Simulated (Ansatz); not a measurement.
# BaTiO3: geometry relaxation (part 2 of 2)

Continued. System: BaTiO3 (Pm-3m, 5 atoms in the cell). Method: DFT PBE, scalar-relativistic, plane waves, PAW, no spin polarisation (Ansatz 0.2.0); cutoff 420 eV, 8×8×8 k-mesh, Gaussian smearing of 0.02 eV. The structure derives from an entry of the Crystallography Open Database.

Geometry of the input (Å; fractional positions):
```
4.0073  0.0000  0.0000
0.0000  4.0073  0.0000
0.0000  0.0000  4.0073
Ba 0.5000  0.5000  0.5000
Ti 0.0000  0.0000  0.0000
O  0.5000  0.0000  0.0000
O  0.0000  0.5000  0.0000
O  0.0000  0.0000  0.5000
```

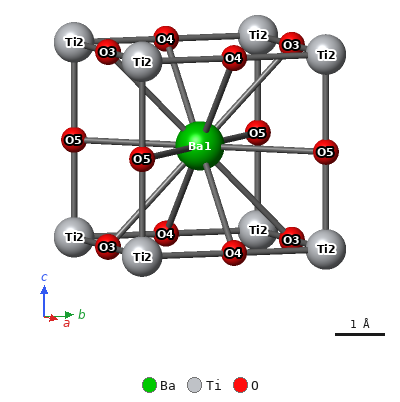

Figure 1. The geometry at step 2 of the log (ball-and-stick view of the cell of the calculation, seen slightly off an axis; atoms are numbered from 1 in the order of the input).

**Output, continued**
```
SCF iter   1: F=—  HF=-10159.565684 eV  |F-HF|=—  |Δ(HF+E_count)|=         —  Δρ=1.02e-4  dr2=5.92e-7  ethr=2.95e-8  ⟨swp⟩=3.3  Hψ=7092  notcnv=0
preconditioner: auto → Resta (q_TF=auto, 2.517 Å⁻¹)  ε∞=5.9  [insulator: Δε(μ)=1.785 eV  Ē_g=11.764 eV  σ=0.020 eV  W_gap=1.00  n_scr=18 (ndim 8)  ℏωp=26.1 eV  f_vac=0.000  D(μ)=0.00/eV (n_scr^D=0)  ε∞_Penn≈5.9]
SCF iter   2: F=—  HF=-10159.566499 eV  |F-HF|=—  |Δ(HF+E_count)|=   8.15e-4  Δρ=5.28e-5  dr2=1.68e-7  ethr=1.48e-9  ⟨swp⟩=2.6  Hψ=1609  notcnv=0
SCF iter   3: F=—  HF=-10159.566507 eV  |F-HF|=—  |Δ(HF+E_count)|=   7.92e-6  Δρ=1.93e-5  dr2=2.85e-8  ethr=4.20e-10  ⟨swp⟩=2.0  Hψ=1263  notcnv=0
SCF iter   4: F=—  HF=-10159.566508 eV  |F-HF|=—  |Δ(HF+E_count)|=   1.06e-6  Δρ=7.37e-6  dr2=8.24e-9  ethr=7.12e-11  ⟨swp⟩=2.0  Hψ=1479  notcnv=0
SCF iter   5: F=—  HF=-10159.566508 eV  |F-HF|=—  |Δ(HF+E_count)|=   1.06e-7  Δρ=1.79e-6  dr2=9.76e-10  ethr=2.06e-11  ⟨swp⟩=2.1  Hψ=1234  notcnv=0
SCF iter   6: F=—  HF=-10159.566508 eV  |F-HF|=—  |Δ(HF+E_count)|=   3.25e-9  Δρ=5.87e-7  dr2=1.48e-10  ethr=2.44e-12  ⟨swp⟩=1.9  Hψ=1302  notcnv=0
SCF iter   7: F=-10159.566508 eV  HF=-10159.566508 eV  |F-HF|=3.64e-12  |Δ(HF+E_count)|=  2.91e-11  Δρ=2.27e-7  dr2=1.99e-11  ethr=1.00e-12  ⟨swp⟩=5.9  Hψ=3815  notcnv=0
SCF 4 converged in 7 iterations: F = -10159.566508 eV  dr2 = 1.99e-11
relax step   4: F+E_penalty+E_count = -10159.56650848 eV  Δ(F+E_penalty+E_count) = -1.928e-3 eV  max|allowed force component| = 2.855e-30 eV/Å  Δτ_max = 0.0000 Å  P = +0.053 GPa  Ω = 64.908 Å³  stress off target by 5.30e-2 GPa  SCF on the basis re-selected at this cell (its energy is not comparable with the rows above)  (7 SCF iters)
basis re-selected at this cell: Δ(F+E_penalty+E_count) = -1.928e-3 eV, ΔP = +0.054 GPa vs the last step (what re-selecting the basis moved, of the pressure what is left beyond the Pulay correction that the steps carried, after the strain that the cell walked since its last selection, with what the two solves' SCF thresholds leave and, on support functions, any second-order correction that the steps lacked; it is no measure of the basis error at this ecutwfc). This SCF's stress stands 5.30e-2 GPa from its target on what of the cell is left free (relax.cell.stress_tol is 5.00e-2 GPa) and its largest allowed force component is 2.85e-30 eV/Å (relax.f_tol is 5.00e-3 eV/Å): not within both, so this SCF does not close the relaxation
Crystal: 5 atoms, lattice volume = 64.928 Å³
iter 1 solved again at ethr=4.64e-9 eV; its pass at ethr=3.10e-3 eV (dr2=1.85e-6 eV) is discarded
SCF iter   1: F=—  HF=-10159.565652 eV  |F-HF|=—  |Δ(HF+E_count)|=         —  Δρ=5.95e-5  dr2=1.91e-6  ethr=4.64e-9  ⟨swp⟩=2.5  Hψ=4451  notcnv=0
preconditioner: auto → Resta (q_TF=auto, 2.517 Å⁻¹)  ε∞=5.9  [insulator: Δε(μ)=1.784 eV  Ē_g=11.762 eV  σ=0.020 eV  W_gap=1.00  n_scr=18 (ndim 8)  ℏωp=26.1 eV  f_vac=0.000  D(μ)=0.00/eV (n_scr^D=0)  ε∞_Penn≈5.9]
SCF iter   2: F=—  HF=-10159.566443 eV  |F-HF|=—  |Δ(HF+E_count)|=   7.91e-4  Δρ=1.14e-5  dr2=3.77e-8  ethr=4.64e-9  ⟨swp⟩=2.1  Hψ=1574  notcnv=0
SCF iter   3: F=—  HF=-10159.566443 eV  |F-HF|=—  |Δ(HF+E_count)|=   1.72e-8  Δρ=6.40e-6  dr2=1.27e-8  ethr=9.44e-11  ⟨swp⟩=1.5  Hψ=920  notcnv=0
iter 4 did not close the SCF: its close was put off for the readings that it lacked (scf_convergence_deferred on its scf_iter line)
SCF iter   4: F=-10159.566443 eV  HF=-10159.566443 eV  |F-HF|=1.33e-10  |Δ(HF+E_count)|=   9.49e-9  Δρ=5.50e-7  dr2=1.59e-10  ethr=3.16e-11  ⟨swp⟩=2.6  Hψ=1614  notcnv=0
iter 5 did not close the SCF: its close was put off for the readings that it lacked (scf_convergence_deferred on its scf_iter line)
SCF iter   5: F=-10159.566443 eV  HF=-10159.566443 eV  |F-HF|=1.64e-11  |Δ(HF+E_count)|=  1.58e-10  Δρ=1.87e-7  dr2=1.02e-11  ethr=1.00e-12  ⟨swp⟩=2.4  Hψ=1332  notcnv=0
SCF iter   6: F=-10159.566443 eV  HF=-10159.566443 eV  |F-HF|=5.46e-12  |Δ(HF+E_count)|=  1.09e-11  Δρ=4.75e-8  dr2=8.39e-13  ethr=1.00e-12  ⟨swp⟩=4.7  Hψ=3951  notcnv=0
SCF 5 converged in 6 iterations: F = -10159.566443 eV  dr2 = 8.39e-13
relax step   5: F+E_penalty+E_count = -10159.56644337 eV  Δ(F+E_penalty+E_count) = +6.511e-5 eV  max|allowed force component| = 9.335e-30 eV/Å  Δτ_max = 0.0000 Å  P = +0.001 GPa  Ω = 64.928 Å³  energy of the carried Pulay correction = -6.853e-5 eV  (6 SCF iters, accepted)
iter 1 solved again at ethr=3.04e-8 eV; its pass at ethr=3.10e-3 eV (dr2=1.22e-5 eV) is discarded
SCF iter   1: F=—  HF=-10159.565650 eV  |F-HF|=—  |Δ(HF+E_count)|=         —  Δρ=2.87e-5  dr2=3.10e-7  ethr=3.04e-8  ⟨swp⟩=3.2  Hψ=7091  notcnv=0
SCF iter   2: F=—  HF=-10159.566443 eV  |F-HF|=—  |Δ(HF+E_count)|=   7.94e-4  Δρ=1.34e-5  dr2=6.45e-8  ethr=7.76e-10  ⟨swp⟩=2.8  Hψ=1800  notcnv=0
SCF iter   3: F=—  HF=-10159.566443 eV  |F-HF|=—  |Δ(HF+E_count)|=   2.01e-9  Δρ=8.85e-6  dr2=2.78e-8  ethr=1.61e-10  ⟨swp⟩=1.2  Hψ=883  notcnv=0
SCF iter   4: F=—  HF=-10159.566443 eV  |F-HF|=—  |Δ(HF+E_count)|=   1.98e-9  Δρ=5.60e-6  dr2=1.15e-8  ethr=6.95e-11  ⟨swp⟩=1.2  Hψ=884  notcnv=0
SCF iter   5: F=—  HF=-10159.566443 eV  |F-HF|=—  |Δ(HF+E_count)|=  7.77e-10  Δρ=3.96e-6  dr2=5.90e-9  ethr=2.87e-11  ⟨swp⟩=1.3  Hψ=889  notcnv=0
SCF iter   6: F=—  HF=-10159.566443 eV  |F-HF|=—  |Δ(HF+E_count)|=  2.11e-10  Δρ=3.39e-6  dr2=4.34e-9  ethr=1.48e-11  ⟨swp⟩=1.1  Hψ=878  notcnv=0
SCF iter   7: F=—  HF=-10159.566443 eV  |F-HF|=—  |Δ(HF+E_count)|=  4.40e-10  Δρ=1.56e-6  dr2=9.37e-10  ethr=1.09e-11  ⟨swp⟩=1.1  Hψ=882  notcnv=0
SCF iter   8: F=—  HF=-10159.566443 eV  |F-HF|=—  |Δ(HF+E_count)|=  1.24e-10  Δρ=2.19e-6  dr2=1.79e-9  ethr=2.34e-12  ⟨swp⟩=1.3  Hψ=891  notcnv=0
SCF iter   9: F=—  HF=-10159.566443 eV  |F-HF|=—  |Δ(HF+E_count)|=  2.07e-10  Δρ=7.26e-7  dr2=2.03e-10  ethr=2.34e-12  ⟨swp⟩=1.5  Hψ=1020  notcnv=0
SCF iter  10: F=-10159.566443 eV  HF=-10159.566443 eV  |F-HF|=1.82e-12  |Δ(HF+E_count)|=  2.36e-11  Δρ=2.70e-8  dr2=1.96e-13  ethr=1.00e-12  ⟨swp⟩=4.9  Hψ=4160  notcnv=0
SCF 6 converged in 10 iterations: F = -10159.566443 eV  dr2 = 1.96e-13
relax step   6: F+E_penalty+E_count = -10159.56644337 eV  Δ(F+E_penalty+E_count) = -1.819e-12 eV  max|allowed force component| = 1.549e-29 eV/Å  Δτ_max = 0.0000 Å  P = +0.002 GPa  Ω = 64.928 Å³  stress off target by 1.92e-3 GPa  SCF on the basis re-selected at this cell (its energy is not comparable with the rows above)  (10 SCF iters)
basis re-selected at this cell: Δ(F+E_penalty+E_count) = -1.819e-12 eV, ΔP = +0.001 GPa vs the last step (what re-selecting the basis moved, of the pressure what is left beyond the Pulay correction that the steps carried, after the strain that the cell walked since its last selection, with what the two solves' SCF thresholds leave and, on support functions, any second-order correction that the steps lacked; it is no measure of the basis error at this ecutwfc). This SCF's stress stands 1.92e-3 GPa from its target on what of the cell is left free (relax.cell.stress_tol is 5.00e-2 GPa) and its largest allowed force component is 1.55e-29 eV/Å (relax.f_tol is 5.00e-3 eV/Å): within both
SCF converged after 10 iterations
Free energy (F): -10159.566443 eV
Harris-Foulkes:  -10159.566443 eV  (|F-HF|=1.82e-12)
Internal energy: -10159.566443 eV  (E = F + TS)
E sigma→0 (E₀):  -10159.566443 eV
Fermi energy:    11.019512 eV
--- Per-component energies (eV) ---
  E_band       = -147.418362
  E_kinetic    = 968.483711
  E_local      = -2108.765104  (includes V_loc(G=0)·N_el)
  E_nonlocal   = 203.316027
  E_hartree    = 821.863017
  E_xc         = -491.133789
  E_vxc        = -545.683851  (∫ρ·V_xc dr)
  E_paw        = -6744.222814  (= ΣΔE_a)
  E_vpaw       = -308.502545  (= ΣTr[D̂ρ^β])
  E_aug_tail   = 0.007357  (compensation charges beyond the density's cutoff)
  E_ewald      = -2809.114849
  E_smearing   = -0.000000  (= −TS)
  E_closure    = 0.000000  (closes the sum)
  Σ components = -10159.566443   (vs F -10159.566443, Δ=0.00e0)
--- Forces (eV/Å), atoms counted from 1 ---
  atom   1  Ba     0.00000000    -0.00000000     0.00000000
  atom   2  Ti    -0.00000000     0.00000000    -0.00000000
  atom   3  O     -0.00000000     0.00000000     0.00000000
  atom   4  O      0.00000000     0.00000000     0.00000000
  atom   5  O     -0.00000000     0.00000000     0.00000000
  max |Σ_I F_I| component: 1.72e-29 eV/Å
--- Stress (GPa, compression-positive) ---
        0.001919       0.000000       0.000000
        0.000000       0.001919       0.000000
        0.000000       0.000000       0.001919
  P = ⅓ Tr σ = 0.0019 GPa (0.019 kbar)
--- Band table (eV; the first three rows and the last of 35) ---
  k-point 0: bands = ["-46.4719", "-22.6852", "-22.6852", "-22.6852", "-14.5375", "-6.6870", "-6.0153", "-6.0153", "0.2727", "0.2727", "0.2727", "7.8600", "7.8600", "7.8600", "9.0384", "9.0384", "9.0384", "10.0087", "10.0087", "10.0087", "11.9117", "11.9117", "11.9117", "14.0107", "14.0107"]
  k-point 1: bands = ["-46.4718", "-22.6923", "-22.6849", "-22.6849", "-14.5212", "-6.6926", "-6.0107", "-6.0049", "0.2959", "0.2959", "0.3311", "7.6087", "7.8212", "7.8212", "8.8714", "8.8714", "8.9139", "9.6220", "9.8962", "9.8962", "11.9292", "12.2182", "12.2182", "14.0114", "14.4341"]
  k-point 2: bands = ["-46.4715", "-22.7095", "-22.6842", "-22.6842", "-14.4813", "-6.7501", "-5.9997", "-5.9270", "0.3532", "0.3532", "0.4703", "7.0124", "7.6922", "7.6922", "8.5732", "8.5732", "8.6404", "8.9367", "9.6878", "9.6878", "11.9724", "12.8396", "12.8396", "14.0129", "15.2016"]
  k-point 34: bands = ["-46.4696", "-22.7280", "-22.7280", "-22.7280", "-14.2866", "-5.7919", "-5.7919", "-5.7919", "-0.4171", "-0.4171", "-0.4171", "5.7104", "6.3653", "6.3653", "7.7851", "7.7851", "7.7851", "10.1274", "10.1274", "10.1274", "14.2584", "14.2584", "14.2584", "16.9078", "16.9078"]
--- Relaxed structure (4 steps of the walk, 4 accepted, 2 SCFs on fresh bases) ---
  F+E_penalty+E_count = -10159.56644337 eV   max|allowed force component| = 1.549e-29 eV/Å   (the final SCF, on the basis selected at the relaxed cell)
  cell:  # Å, volume = 64.9285 Å³
    - [4.01925014039567, 4.012354050806741e-36, -3.3101920919155616e-35]
    - [4.012354050806741e-36, 4.01925014039567, 8.024708101613482e-36]
    - [-6.520075332560954e-35, 8.024708101613482e-36, 4.01925014039567]
  atoms:
    - { symbol: Ba, position: [0.49999999999999994, 0.49999999999999994, 0.49999999999999994] }
    - { symbol: Ti, position: [1.449826233514992e-34, -1.1774831841258022e-34, -7.209080719141524e-36] }
    - { symbol: O, position: [0.49999999999999994, 9.852410316160727e-35, 3.284136772053807e-35] }
    - { symbol: O, position: [-8.330493275458411e-35, 0.49999999999999994, 4.806053812765266e-36] }
    - { symbol: O, position: [-5.927466369077235e-35, -2.963733184532261e-35, 0.49999999999999994] }
```

**Trajectory as extended XYZ (Å, eV, eV/Å), 6 frames, from step=1 to step=6**
```
5
Lattice="4.0073 0.0000 0.0000 0.0000 4.0073 0.0000 0.0000 0.0000 4.0073" Properties=species:S:1:pos:R:3:forces:R:3 step=1 energy=-10159.56390 pressure_GPa=1.49
Ba    2.0036    2.0036    2.0036    0.0000   0.0000   0.0000
Ti    0.0000    0.0000    0.0000    0.0000   0.0000   0.0000
O     2.0036    0.0000    0.0000    0.0000   0.0000   0.0000
O     0.0000    2.0036    0.0000    0.0000   0.0000   0.0000
O     0.0000    0.0000    2.0036    0.0000   0.0000   0.0000
5
Lattice="4.0197 0.0000 0.0000 0.0000 4.0197 0.0000 0.0000 0.0000 4.0197" Properties=species:S:1:pos:R:3:forces:R:3 step=2 energy=-10159.56442 pressure_GPa=-0.11
Ba    2.0099    2.0099    2.0099    0.0000   0.0000   0.0000
Ti    0.0000    0.0000    0.0000    0.0000   0.0000   0.0000
O     2.0099    0.0000    0.0000    0.0000   0.0000   0.0000
O     0.0000    2.0099    0.0000    0.0000   0.0000   0.0000
O     0.0000    0.0000    2.0099    0.0000   0.0000   0.0000
5
Lattice="4.0188 0.0000 0.0000 0.0000 4.0188 0.0000 0.0000 0.0000 4.0188" Properties=species:S:1:pos:R:3:forces:R:3 step=3 energy=-10159.56458 pressure_GPa=-0.00
Ba    2.0094    2.0094    2.0094    0.0000   0.0000   0.0000
Ti    0.0000    0.0000    0.0000    0.0000   0.0000   0.0000
O     2.0094    0.0000    0.0000    0.0000   0.0000   0.0000
O     0.0000    2.0094    0.0000    0.0000   0.0000   0.0000
O     0.0000    0.0000    2.0094    0.0000   0.0000   0.0000
5
Lattice="4.0188 0.0000 0.0000 0.0000 4.0188 0.0000 0.0000 0.0000 4.0188" Properties=species:S:1:pos:R:3:forces:R:3 step=4 energy=-10159.56651 pressure_GPa=0.05
Ba    2.0094    2.0094    2.0094    0.0000   0.0000   0.0000
Ti    0.0000    0.0000    0.0000    0.0000   0.0000   0.0000
O     2.0094    0.0000    0.0000    0.0000   0.0000   0.0000
O     0.0000    2.0094    0.0000    0.0000   0.0000   0.0000
O     0.0000    0.0000    2.0094    0.0000   0.0000   0.0000
5
Lattice="4.0193 0.0000 0.0000 0.0000 4.0193 0.0000 0.0000 0.0000 4.0193" Properties=species:S:1:pos:R:3:forces:R:3 step=5 energy=-10159.56644 pressure_GPa=0.00
Ba    2.0096    2.0096    2.0096    0.0000   0.0000   0.0000
Ti    0.0000    0.0000    0.0000    0.0000   0.0000   0.0000
O     2.0096    0.0000    0.0000    0.0000   0.0000   0.0000
O     0.0000    2.0096    0.0000    0.0000   0.0000   0.0000
O     0.0000    0.0000    2.0096    0.0000   0.0000   0.0000
5
Lattice="4.0193 0.0000 0.0000 0.0000 4.0193 0.0000 0.0000 0.0000 4.0193" Properties=species:S:1:pos:R:3:forces:R:3 step=6 energy=-10159.56644 pressure_GPa=0.00
Ba    2.0096    2.0096    2.0096    0.0000   0.0000   0.0000
Ti    0.0000    0.0000    0.0000    0.0000   0.0000   0.0000
O     2.0096    0.0000    0.0000    0.0000   0.0000   0.0000
O     0.0000    2.0096    0.0000    0.0000   0.0000   0.0000
O     0.0000    0.0000    2.0096    0.0000   0.0000   0.0000
```

**Key numbers**

```tsv
quantity	value
outcome	converged
space group (tolerance 0.01 Å)	Pm-3m (221)
electrons treated	40
free energy	−10159.5664 eV
Fermi energy	11.020 eV
gap on the k-point mesh	1.78 eV
pressure	0.00 GPa
final volume	64.93 Å³
largest force (length of the vector) at the end	under 0.001 eV/Å
final cell	a = 4.019 Å, b = 4.019 Å, c = 4.019 Å, α = 90.00°, β = 90.00°, γ = 90.00°
hardware	4 threads of Intel Xeon (Granite Rapids), 32 GiB of memory available, shared host
wall time	4.3 s (CPU time 15 s)
peak memory	0.48 GiB
```
